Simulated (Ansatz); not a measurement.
Read the following structure.

```cif
data_structure
_symmetry_space_group_name_H-M 'P 1'
_symmetry_Int_Tables_number 1
_cell_length_a 5.7066
_cell_length_b 5.7066
_cell_length_c 5.7066
_cell_angle_alpha 90.000
_cell_angle_beta 90.000
_cell_angle_gamma 90.000
_cell_volume 185.84
loop_
_atom_site_label
_atom_site_type_symbol
_atom_site_fract_x
_atom_site_fract_y
_atom_site_fract_z
_atom_site_occupancy
Al1 Al 0.50000 0.00000 0.00000 1
Ni1 Ni 0.25000 0.75000 0.75000 1
Ni2 Ni 0.00000 0.00000 0.00000 1
Ni3 Ni 0.25000 0.25000 0.75000 1
Al2 Al 0.50000 0.50000 0.50000 1
Ni4 Ni 0.25000 0.25000 0.25000 1
Ni5 Ni 0.00000 0.50000 0.50000 1
Ni6 Ni 0.25000 0.75000 0.25000 1
Al3 Al 0.00000 0.00000 0.50000 1
Ni7 Ni 0.75000 0.75000 0.25000 1
Ni8 Ni 0.50000 0.00000 0.50000 1
Ni9 Ni 0.75000 0.25000 0.25000 1
Al4 Al 0.00000 0.50000 0.00000 1
Ni10 Ni 0.75000 0.25000 0.75000 1
Ni11 Ni 0.50000 0.50000 0.00000 1
Ni12 Ni 0.75000 0.75000 0.75000 1
```

Question: Characterise the structure given above.

Answer: The structure is one of AlNi₃. The atoms follow space group Fm-3m (No. 225); the Bravais lattice is face-centred cubic. The structure is of the kind named D0₃ (BiF₃ or Fe₃Al type). Counting shared atoms by their share gives 4 Al, 12 Ni, or 16 atoms. The neighbours of Al are eight Ni in a cubic arrangement at 2.47 Å. Ni takes two kinds of site: 8c with four Al and four Ni in a cubic arrangement (2.47 Å to Al, 2.47 Å to Ni); 4a with eight Ni in a cubic arrangement at 2.47 Å. The bonds build a three-dimensional framework.

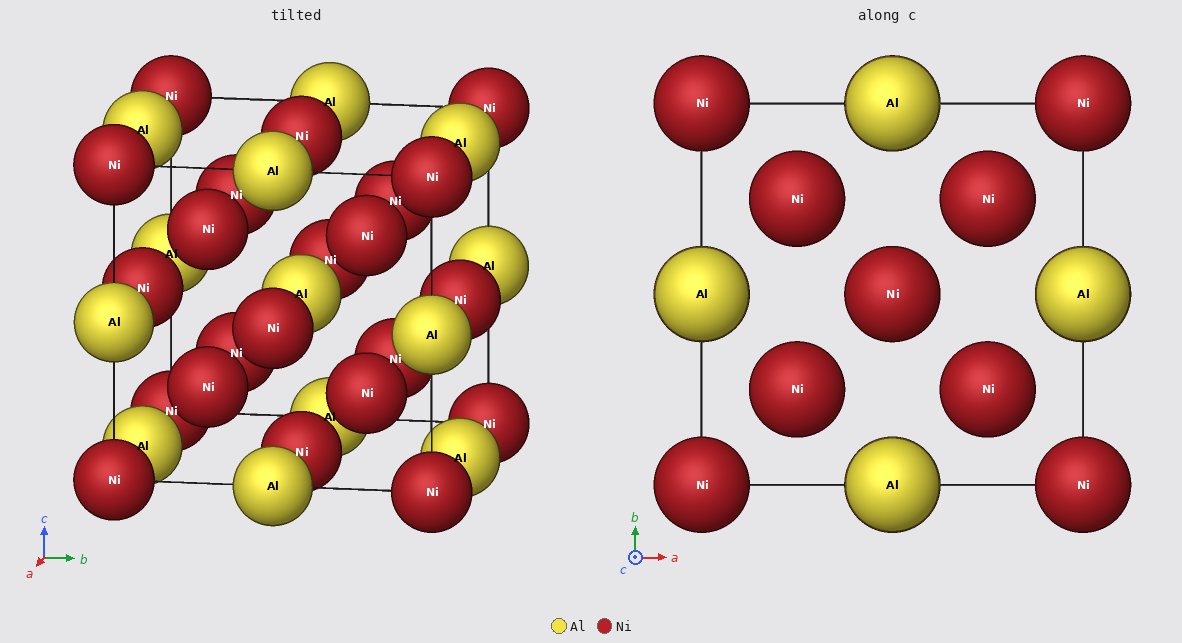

We look at a spheres-only model of the crystal slightly off an axis and along the c axis. The wireframe shows the conventional unit cell. Colours: aluminium yellow, nickel red.

It goes back to a structure listed in the Materials Project. The cell was then strained or its atoms displaced on purpose. It went into a calculation with Ansatz.

At this level of theory the cell isn't at rest (stretched, at -10 GPa), so its distances can differ from those at equilibrium, the more so the softer the solid.
